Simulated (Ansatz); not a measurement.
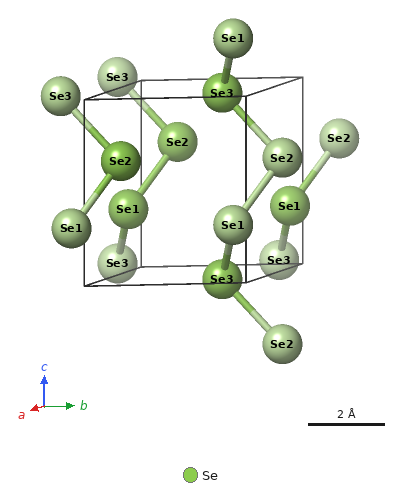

The input geometry (ball-and-stick view of the cell of the calculation, seen slightly off an axis; neighbours outside the cell are drawn fainter; atoms are numbered from 1 in the order of the input). An atom can appear more than once, as a periodic image. Near neighbours in the periodic cell (some may lie outside the picture): Se has 2 Se at 2.38 Å.

Se: field-gradient calculation

The run: field-gradient calculation of Se (P3₁21, 3 atoms in the cell). Method and program: DFT, LDA, PAW with Ansatz's default frozen-core files, scalar-relativistic, no spin polarisation (Ansatz 0.2.0).

The structure derives from an entry of the Crystallography Open Database. It belongs to a series of runs on one base structure; here: zz strain of +1 %, PAW files. Figures and captions count atoms from 1; the log counts them from 0 in places.

**The program's output**
```
Engine: ansatz 0.2.0, aarch64-unknown-linux-gnu
Pseudopotentials: kind: paw
Pseudopotential: Se, paw, valence charge 16, recommended cutoff 420 eV (normal), Se.paw.azcp
Functional definition: SPW92
  exchange = slater_x
  correlation = pw_c
Crystal: 3 atoms, lattice volume = 82.600 Å³
Basis set: ecut = 420 eV, 1619 PW (Γ)
Bands: 29, of which v1, the nominal top of the filled ones, is band 24 counted from 1 (23 counted from 0)
Symmetry: 6 space group operations
Space group: P3121 (ITA 152), of the structure as read, at distance tolerance 4.4e-5 Å
k-points: 27 of 180 (time reversal used)
Non-local potential: Se, projectors of the file, l = 0: 2, l = 1: 2, l = 2: 3, l = 3: 1
PAW form: soft (Blöchl's): semilocal exchange-correlation on the pseudo side does not see the compensation charge
PAW frozen core: Se, regenerated for the run's functional, and the local potential with it (the file was generated under x = pbe(κ = 0.804, μ = 0.2195149727645171), c = pbe(β = 0.06672455060314922))
PAW one-centre angular grid: Se, 590 points (default); XC on 64 Gauss nodes
Initial density: superposition of atomic densities (neutral atoms: chi_scale 0, normalization atom), corrected by the library's trained network
Initial wavefunctions: pseudopotential atomic-orbital guess
Functional: x = slater, c = lda
SCF iter   1: F=—  HF=-16149.623486 eV  |F-HF|=—  |Δ(HF+E_count)|=         —  Δρ=4.90e-3  dr2=8.68e-3  ethr=1.77e-3  ⟨swp⟩=6.1  Hψ=3492  notcnv=0
preconditioner: auto → Resta (q_TF=auto, 2.492 Å⁻¹)  ε∞=3.8  [insulator: Δε(μ)=1.201 eV  Ē_g=10.307 eV  σ=0.030 eV  W_gap=1.00  n_scr=20 (ndim 8)  ℏωp=17.3 eV  f_vac=0.097  D(μ)=0.00/eV (n_scr^D=0)  ε∞_Penn≈3.8]
SCF iter   2: F=—  HF=-16149.621517 eV  |F-HF|=—  |Δ(HF+E_count)|=   1.97e-3  Δρ=2.67e-3  dr2=2.72e-3  ethr=1.81e-5  ⟨swp⟩=1.7  Hψ=1046  notcnv=0  defer=2
SCF iter   3: F=—  HF=-16149.621138 eV  |F-HF|=—  |Δ(HF+E_count)|=   3.78e-4  Δρ=2.54e-4  dr2=6.42e-5  ethr=5.66e-6  ⟨swp⟩=2.0  Hψ=1010  notcnv=0  defer=2
SCF iter   4: F=—  HF=-16149.621148 eV  |F-HF|=—  |Δ(HF+E_count)|=   9.91e-6  Δρ=7.46e-5  dr2=5.63e-6  ethr=1.34e-7  ⟨swp⟩=2.0  Hψ=1409  notcnv=0  defer=2
SCF iter   5: F=—  HF=-16149.621145 eV  |F-HF|=—  |Δ(HF+E_count)|=   2.94e-6  Δρ=2.56e-5  dr2=5.81e-7  ethr=1.17e-8  ⟨swp⟩=2.0  Hψ=1409  notcnv=0  defer=2
SCF iter   6: F=—  HF=-16149.621144 eV  |F-HF|=—  |Δ(HF+E_count)|=   7.12e-7  Δρ=1.05e-5  dr2=1.13e-7  ethr=2.08e-10  ⟨swp⟩=11.5  Hψ=7083  notcnv=0
SCF iter   7: F=-16149.621145 eV  HF=-16149.621145 eV  |F-HF|=2.58e-9  |Δ(HF+E_count)|=   6.19e-8  Δρ=3.36e-6  dr2=1.26e-8  ethr=2.08e-10  ⟨swp⟩=7.0  Hψ=4426  notcnv=0
SCF 1 converged in 7 iterations: F = -16149.621145 eV  dr2 = 1.26e-8
  greatest PAW one-centre occupation: 1.000 electrons in one spin orbital (limit 2), on the Se atom at site 0 (counted from 0), in its partial waves of l = 2
```

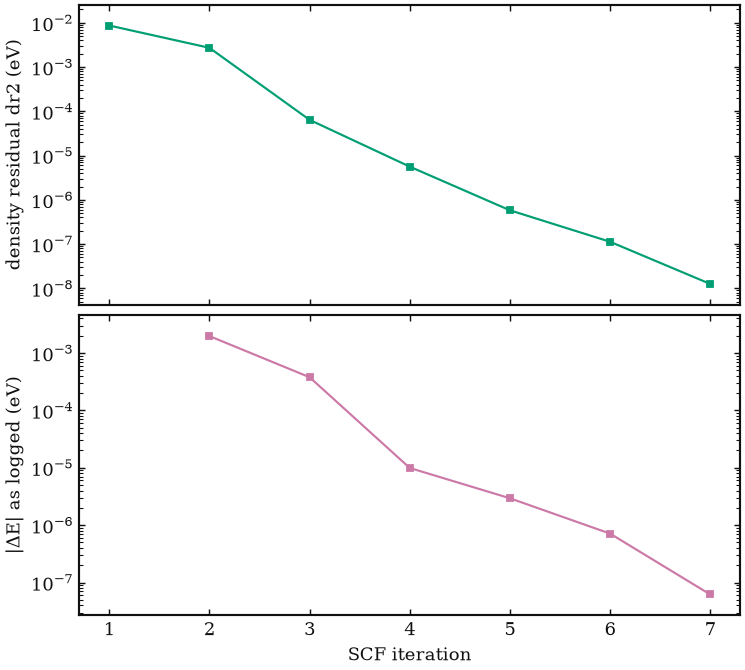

Convergence of the self-consistent field: density residual dr2 and size of the energy change against the SCF iteration. The residual falls at every step.

```
SCF converged after 7 iterations
Free energy (F): -16149.621145 eV
Harris-Foulkes:  -16149.621145 eV  (|F-HF|=2.58e-9)
Internal energy: -16149.621145 eV  (E = F + TS)
E sigma→0 (E₀):  -16149.621145 eV
Fermi energy:    6.974938 eV
--- Per-component energies (eV) ---
  E_band       = -1251.416859
  E_kinetic    = 352.641150
  E_local      = -7784.784358  (includes V_loc(G=0)·N_el)
  E_nonlocal   = -1763.416759
  E_hartree    = 3800.323671
  E_xc         = -308.568065
  E_vxc        = -292.521630  (∫ρ·V_xc dr)
  E_paw        = -5483.017576  (= ΣΔE_a)
  E_vpaw       = 636.013603  (= ΣTr[D̂ρ^β])
  E_aug_tail   = -0.001842  (compensation charges beyond the density's cutoff)
  E_ewald      = -4969.449452
  E_core_change = 6.652087  (= ΣΔE_core)
  E_smearing   = -0.000000  (= −TS)
  E_closure    = 0.000000  (closes the sum)
  Σ components = -16149.621145   (vs F -16149.621145, Δ=0.00e0)
--- Forces (eV/Å), atoms counted from 1 ---
  atom   1  Se     0.10230366     0.00000000    -0.00000000
  atom   2  Se    -0.05115183     0.08859757     0.00000000
  atom   3  Se    -0.05115183    -0.08859757     0.00000000
  max |Σ_I F_I| component: 6.94e-17 eV/Å
--- Stress (GPa, compression-positive) ---
       -2.205889       0.000000       0.000000
        0.000000      -2.205889       0.000000
        0.000000       0.000000      -1.628237
  P = ⅓ Tr σ = -2.0133 GPa (-20.133 kbar)
--- PAW observables at the nuclei: V_zz in 10²¹ V/m², potentials from the cell's mean, atoms counted from 1 ---
  atom   1  Se V_zz =   -50.884927   η = 0.3330   by run symmetry: allowed
            electrostatic potential = -4707.381750 V   contact ρ = 261649.915508 e/Å³
  atom   2  Se V_zz =   -50.884927   η = 0.3330   by run symmetry: allowed
            electrostatic potential = -4707.381750 V   contact ρ = 261649.915506 e/Å³
  atom   3  Se V_zz =   -50.884927   η = 0.3330   by run symmetry: allowed
            electrostatic potential = -4707.381750 V   contact ρ = 261649.915506 e/Å³
--- Band table (eV; the first three rows and the last of 27) ---
  k-point 0: bands = ["-41.9593", "-41.9593", "-41.9234", "-41.9171", "-41.9171", "-41.8719", "-41.7486", "-41.7437", "-41.7437", "-41.7001", "-41.7001", "-41.6969", "-41.6716", "-41.6466", "-41.6466", "-9.3353", "-5.3226", "-5.3226", "2.6492", "2.6492", "2.7536", "4.4762", "4.4762", "6.0761", "8.2058", "8.2058", "8.5631", "12.3032", "12.7986"]
  k-point 1: bands = ["-41.9704", "-41.9459", "-41.9243", "-41.9211", "-41.9105", "-41.8762", "-41.7485", "-41.7455", "-41.7419", "-41.7012", "-41.6989", "-41.6970", "-41.6695", "-41.6515", "-41.6433", "-9.1506", "-6.6015", "-4.0972", "2.1758", "2.8548", "2.9512", "4.5198", "4.7966", "5.7933", "7.9020", "7.9616", "8.2085", "13.1887", "13.1905"]
  k-point 2: bands = ["-41.9765", "-41.9345", "-41.9276", "-41.9231", "-41.9003", "-41.8872", "-41.7479", "-41.7470", "-41.7408", "-41.7019", "-41.6980", "-41.6974", "-41.6643", "-41.6577", "-41.6417", "-8.6062", "-7.7347", "-3.2653", "1.7198", "3.0651", "3.1259", "4.7623", "5.2058", "5.2549", "7.5499", "7.6796", "7.7085", "12.7042", "13.4488"]
  k-point 26: bands = ["-41.9764", "-41.9342", "-41.9274", "-41.9230", "-41.9003", "-41.8872", "-41.7481", "-41.7470", "-41.7407", "-41.7023", "-41.6979", "-41.6971", "-41.6654", "-41.6584", "-41.6402", "-8.1340", "-7.3930", "-4.3237", "0.8551", "1.2822", "1.9080", "5.0581", "5.8871", "6.3242", "7.6533", "9.0948", "9.2351", "12.9284", "14.2019"]
```

**File rho_z.tsv**
```
# z_ang	rho[e/angstrom^3]
# format = ansatz-planar-average/11
# lattice	4.366199949	0.000000000	0.000000000
# lattice	-2.183099974	3.781240074	0.000000000
# lattice	0.000000000	0.000000000	5.003136000
# sites	3
# site	34	0.984141468	0.000000000	1.667712000
# site	34	-0.492070734	0.852291513	3.335424000
# site	34	1.691029240	2.928948561	0.000000000
0.000000	1.199146e0
0.138976	1.048568e0
0.277952	7.297176e-1
0.416928	4.562301e-1
0.555904	3.028438e-1
0.694880	2.385426e-1
0.833856	2.224129e-1
0.972832	2.385426e-1
1.111808	3.028438e-1
1.250784	4.562301e-1
1.389760	7.297176e-1
1.528736	1.048568e0
1.667712	1.199146e0
1.806688	1.048568e0
1.945664	7.297176e-1
2.084640	4.562301e-1
2.223616	3.028438e-1
2.362592	2.385426e-1
2.501568	2.224129e-1
2.640544	2.385426e-1
2.779520	3.028438e-1
2.918496	4.562301e-1
3.057472	7.297176e-1
3.196448	1.048568e0
3.335424	1.199146e0
3.474400	1.048568e0
3.613376	7.297176e-1
3.752352	4.562301e-1
3.891328	3.028438e-1
4.030304	2.385426e-1
4.169280	2.224129e-1
4.308256	2.385426e-1
4.447232	3.028438e-1
4.586208	4.562301e-1
4.725184	7.297176e-1
4.864160	1.048568e0
```

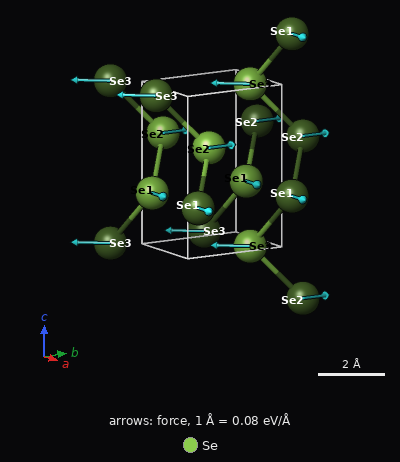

Forces on the atoms as teal arrows (ball-and-stick view of the cell of the calculation, seen slightly off an axis; neighbours outside the cell are drawn fainter; atoms are numbered from 1 in the order of the input). The largest act on all 3 Se atoms (0.10 eV/Å). The geometry is not a stationary point of this energy.

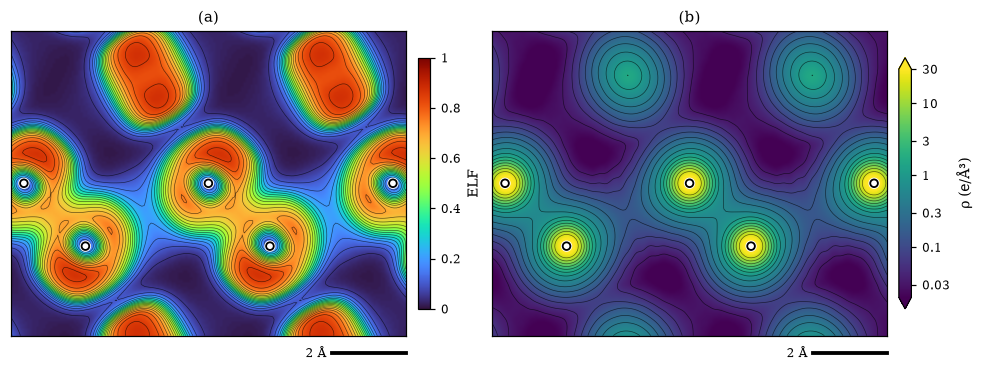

(a) ELF; (b) valence electron density on the (110) plane of the conventional cell. Circles mark the nuclei in the plane (Se). The section cuts through Se sites. Se–Se (2.38 Å): ρ is about 0.64 e/Å³ halfway; the ELF peaks at about 0.70 between the atoms. Away from the nuclei the density in this plane falls to 0.02 e/Å³ at its lowest. Core electrons are frozen (PAW), so the fields are smoothed inside the atomic spheres.

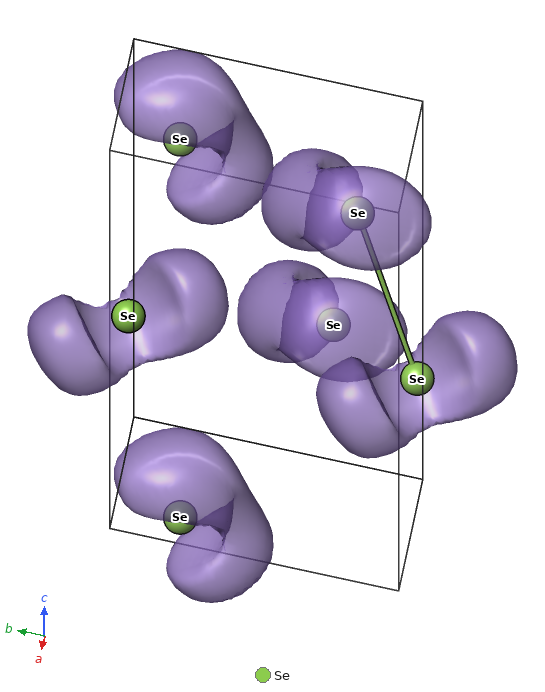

Isosurface of the electron localisation function at 0.8 (purple), seen at an oblique angle. Core shells and regions of very low density are left out. Sticks mark near contacts. The outline is the cell set on symmetry axes. Along the contacts the grid gives the following. Se–Se (2.38 Å): the ELF peaks at about 0.70 between the atoms.

This output came from the following input.

**Input**
```yaml
crystal:
  lattice:
    - [4.3661999489, 0.0, 0.0]
    - [-2.1830999745, 3.7812400738, 0.0]
    - [0.0, 0.0, 5.003136]
  atoms:
    - { symbol: Se, position: [0.2254, 0.0, 0.3333333333] }
    - { symbol: Se, position: [0.0, 0.2254, 0.6666666667] }
    - { symbol: Se, position: [0.7746, 0.7746, 0.0] }
kpoints:
  mp_grid: { grid: [6, 6, 5] }
scf:
  occupations: { method: fermi_dirac, width: 0.03 }
hamiltonian:
  xc: lda
  pseudopotentials: { kind: paw }
output:
  forces: true
  stress: true
  eigenvalues: true
  efg: { contact_densities: true }
  write_density: true
  write_potential: true
  elf: true
  volumetric_format: npy
```

Command:
```bash
ansatz run input.yaml --threads 1 --pin off --max-ram 4096MiB --backend cpu --events-out ev --progress --plain --runs-dir out
```

**Key numbers**

| quantity | value |
| --- | --- |
| outcome | converged |
| space group (tolerance 0.01 Å) | P3₁21 (152) |
| electrons treated | 48 |
| free energy | −16149.6211 eV |
| Fermi energy | 6.975 eV |
| gap on the k-point mesh | 1.21 eV |
| pressure | −2.01 GPa |
| field gradient V_zz (10²¹ V/m²) | Se −50.88, Se −50.88, Se −50.88 |
| largest force (length of the vector) | 0.102 eV/Å |
| hardware | 1 thread of Arm Neoverse V1, 112 GiB of memory available, shared host |
| wall time | 12 s |
| peak memory | 0.33 GiB |
